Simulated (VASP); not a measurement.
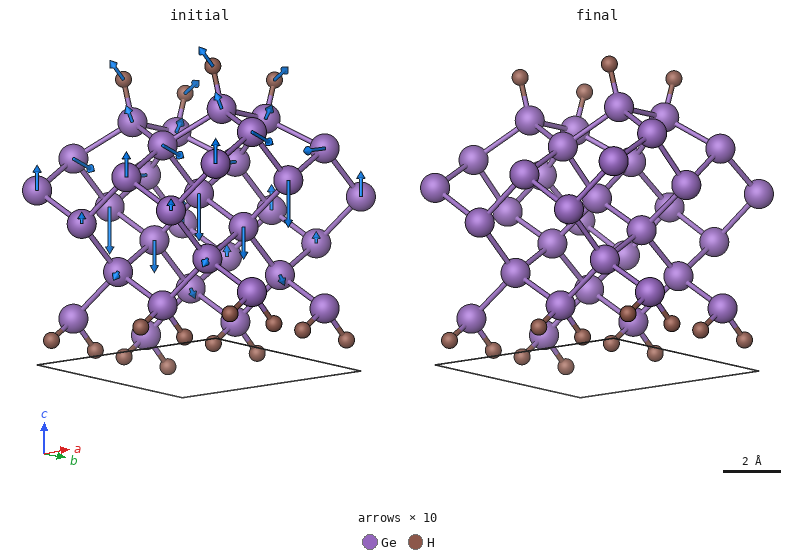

The structure of a slab of composition Ge₂H before (left) and after (right) a relaxation, at one scale. The blue arrows give the displacements, 10 times their true length.

The picture is a ball-and-stick view of the cell of the calculation, outlined in the plane, without the vacuum (origin shifted), seen from a free direction.

The run lets the atoms move in a fixed cell. 12 atoms are held fixed.

These are results of Kohn-Sham DFT of a periodic cell, PBE, VASP PAW PBE potentials, minimal in VASP, not measurements.

Input file:
```
SYSTEM = Ge2H
ALGO = Normal ; EDIFF = 1E-6
EDIFFG = -0.005 ; ENCUT = 300
GGA = PE ; IBRION = 2
ISIF = 2 ; ISMEAR = 0
KPAR = 4 ; LASPH = .TRUE.
LCHARG = .FALSE. ; LREAL = .FALSE.
LWAVE = .FALSE. ; NELM = 60
NSW = 40 ; PREC = Accurate
SIGMA = 0.03
```

Run as
```bash
cat potpaw_PBE.64/Ge/POTCAR potpaw_PBE.64/H/POTCAR > POTCAR
mpirun -np 4 vasp_std > vasp.out
```

Question: Summarise the run.

Answer: The energy falls by 0.399 eV per cell of the calculation in 26 geometry steps. Largest force component: 0.79 eV/Å at the start, 0.0045 eV/Å at the end. The largest moves, 0.17 Å, are those of Ge atoms. Largest moves by element: Ge 0.17 Å, H 0.10 Å. The cell stays as it was. Near-neighbour distances that change, for instance: Ge–Ge 2.460 → 2.535 Å, Ge–Ge 2.495 → 2.530 Å, Ge–Ge 2.495 → 2.465 Å, Ge–H 1.553 → 1.568 Å. Among the angles between lasting bonds that change: Ge–Ge–Ge 109.5° → 100.8°, Ge–Ge–Ge 109.5° → 117.2°, Ge–Ge–Ge 90.6° → 97.3°.
